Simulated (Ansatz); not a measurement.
## K: 5 runs along one coordinate

System: K (I4/mmm, 1 atom in the cell).
Method: DFT LDA, scalar-relativistic, plane waves, PAW, no spin polarisation (Ansatz 0.2.0).

The 5 runs differ only in the geometry, by a strain of the cell at fixed fractional positions. Against run 3, the strain is εzz = η. The structure derives from an entry of the Crystallography Open Database.

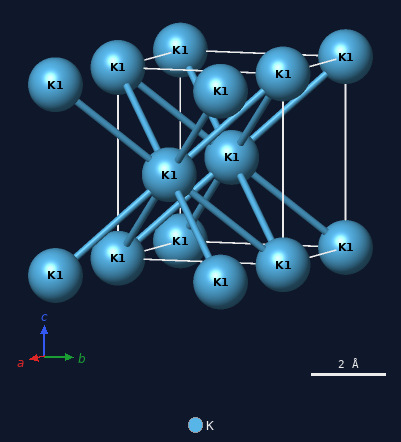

Figure 1. The structure of run 3 (ball-and-stick view of the cell 2 times as large as that of the calculation, set on its symmetry axes, repeated 2 × 1 × 1, seen slightly off an axis; atoms are numbered from 1 in the order of the input).

### Input of run 3
```yaml
crystal:
  lattice:
    - [-2.40856, 2.40856, 2.618]
    - [2.40856, -2.40856, 2.618]
    - [2.40856, 2.40856, -2.618]
  atoms:
    - { symbol: K, position: [0.0, 0.0, 0.0] }
basis:
  ecutwfc: 420
kpoints:
  mp_grid: { grid: [14, 14, 14] }
hamiltonian:
  xc: lda
scf:
  occupations: { method: gaussian, width: 0.15 }
output:
  forces: true
  stress: true
  eigenvalues: true
```

Command:
```bash
ansatz run input.yaml --threads 1 --pin off --max-ram 1228MiB --backend cpu --events-out ev --progress --plain --runs-dir out
```

Run 4 differs from it as follows:
```diff
-    - [-2.40856, 2.40856, 2.618]
-    - [2.40856, -2.40856, 2.618]
-    - [2.40856, 2.40856, -2.618]
+    - [-2.40856, 2.40856, 2.72272]
+    - [2.40856, -2.40856, 2.72272]
+    - [2.40856, 2.40856, -2.72272]
```

### Results, with one run withheld

| run | strain parameter η (%) | free energy per atom, from the lowest run given (meV) | pressure (GPa) |
| --- | --- | --- | --- |
| 1 | −8.0000 | 17.58 | 0.80 |
| 2 | −4.0000 | 7.88 | 0.51 |
| 3 | 0.0000 | 2.34 | 0.28 |
| 4 | 4.0000 | ? | ? |
| 5 | 8.0000 | 0.00 | −0.09 |

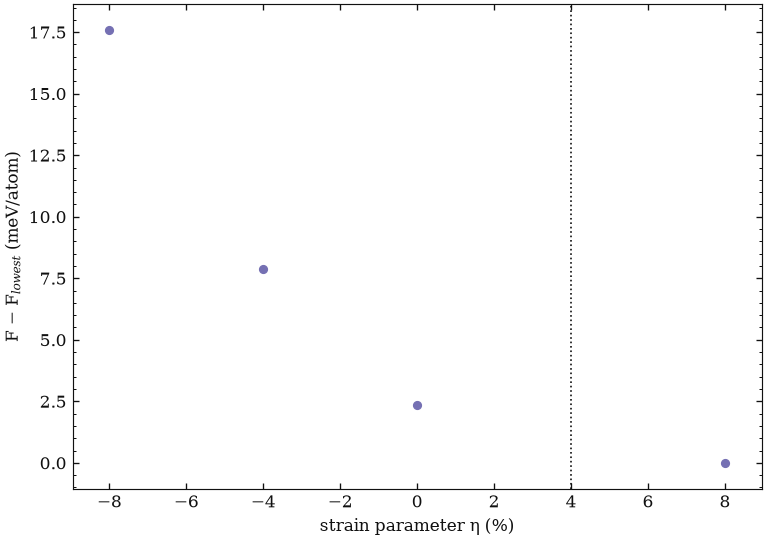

Figure 2. Free energy per atom of the runs given; the dotted line marks run 4.

Fit the runs given and predict run 4.

A quadratic polynomial in the coordinate, fitted to the 4 runs given, misses them by at most 0.27 meV per atom. With x = η + 1.0000, it reads F = 3.3297 − 1.2971 x + 0.10344 x² (meV per atom). At run 4 it gives −0.57 meV per atom, and the run itself gives −0.09. The fit has its minimum at η = 5.2698 %.

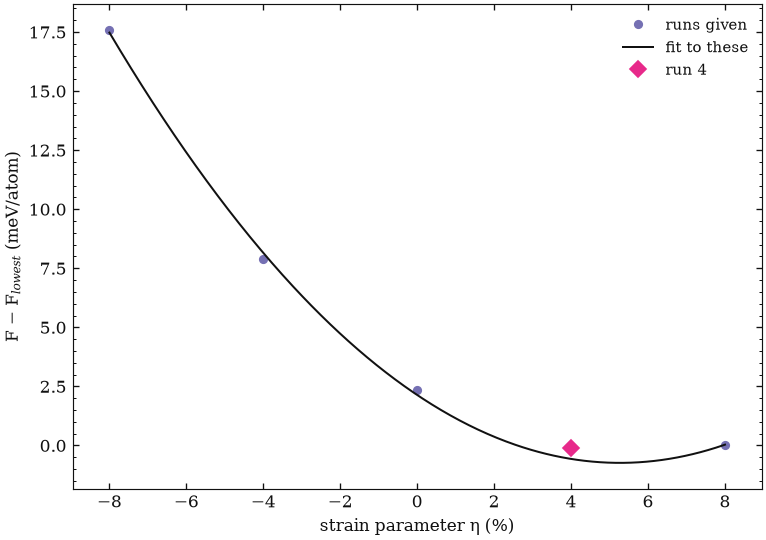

Figure 3. The fit and the withheld run.

### Output, shortened to warnings, some set-up lines, iterations and results (run 4)
```
Basis set: ecut = 420 eV, 1253 PW (Γ)
Symmetry: 16 space group operations
k-points: 244 of 2744
Initial density: superposition of atomic densities (neutral atoms: chi_scale 0, normalization atom), corrected by the library's trained network
[...]
SCF iter   1: F=—  HF=-1496.254846 eV  |F-HF|=—  |Δ(HF+E_count)|=         —  Δρ=3.51e-3  dr2=2.75e-3  ethr=1.77e-3  ⟨swp⟩=5.0  Hψ=15849  notcnv=0
SCF iter   2: F=—  HF=-1496.254138 eV  |F-HF|=—  |Δ(HF+E_count)|=   7.08e-4  Δρ=1.91e-3  dr2=8.20e-4  ethr=3.06e-5  ⟨swp⟩=1.1  Hψ=4247  notcnv=0
SCF iter   3: F=—  HF=-1496.254071 eV  |F-HF|=—  |Δ(HF+E_count)|=   6.70e-5  Δρ=2.08e-4  dr2=3.88e-5  ethr=9.11e-6  ⟨swp⟩=1.1  Hψ=2170  notcnv=0
SCF iter   4: F=—  HF=-1496.254079 eV  |F-HF|=—  |Δ(HF+E_count)|=   8.15e-6  Δρ=1.04e-4  dr2=8.43e-6  ethr=4.31e-7  ⟨swp⟩=2.2  Hψ=3253  notcnv=0
SCF iter   5: F=—  HF=-1496.254085 eV  |F-HF|=—  |Δ(HF+E_count)|=   5.96e-6  Δρ=4.13e-5  dr2=1.11e-6  ethr=9.36e-8  ⟨swp⟩=2.5  Hψ=3279  notcnv=0
SCF iter   6: F=-1496.254085 eV  HF=-1496.254085 eV  |F-HF|=1.73e-9  |Δ(HF+E_count)|=   1.89e-7  Δρ=1.11e-5  dr2=5.43e-8  ethr=1.11e-9  ⟨swp⟩=3.0  Hψ=8993  notcnv=0
SCF 1 converged in 6 iterations: F = -1496.254085 eV  dr2 = 5.43e-8
SCF converged after 6 iterations
Free energy (F): -1496.254085 eV
Harris-Foulkes:  -1496.254085 eV  (|F-HF|=1.73e-9)
Internal energy: -1496.245686 eV  (E = F + TS)
E sigma→0 (E₀):  -1496.249886 eV
Entropy (-TS):   -0.008398 eV (-8.398 meV/atom)
Fermi energy:    2.218743 eV
--- Per-component energies (eV) ---
  E_band       = -137.233639
  E_kinetic    = 251.973624
  E_local      = -721.494460  (includes V_loc(G=0)·N_el)
  E_nonlocal   = 15.805757
  E_hartree    = 254.333852
  E_xc         = -131.485382
  E_vxc        = -161.580880  (∫ρ·V_xc dr)
  E_paw        = -742.747124  (= ΣΔE_a)
  E_vpaw       = -30.604975  (= ΣTr[D̂ρ^β])
  E_aug_tail   = -0.000003  (compensation charges beyond the density's cutoff)
  E_ewald      = -422.889450
  E_core_change = 0.257500  (= ΣΔE_core)
  E_smearing   = -0.008398  (= −TS)
  E_closure    = 0.000000  (closes the sum)
  Σ components = -1496.254085   (vs F -1496.254085, Δ=0.00e0)
--- Forces (eV/Å), atoms counted from 1 ---
  atom   1  K      0.00000000     0.00000000     0.00000000
  max |Σ_I F_I| component: 3.94e-31 eV/Å
--- Stress (GPa, compression-positive) ---
        0.079867      -0.000000       0.000000
       -0.000000       0.079867       0.000000
       -0.000000       0.000000       0.072564
  P = ⅓ Tr σ = 0.0774 GPa (0.774 kbar)
```
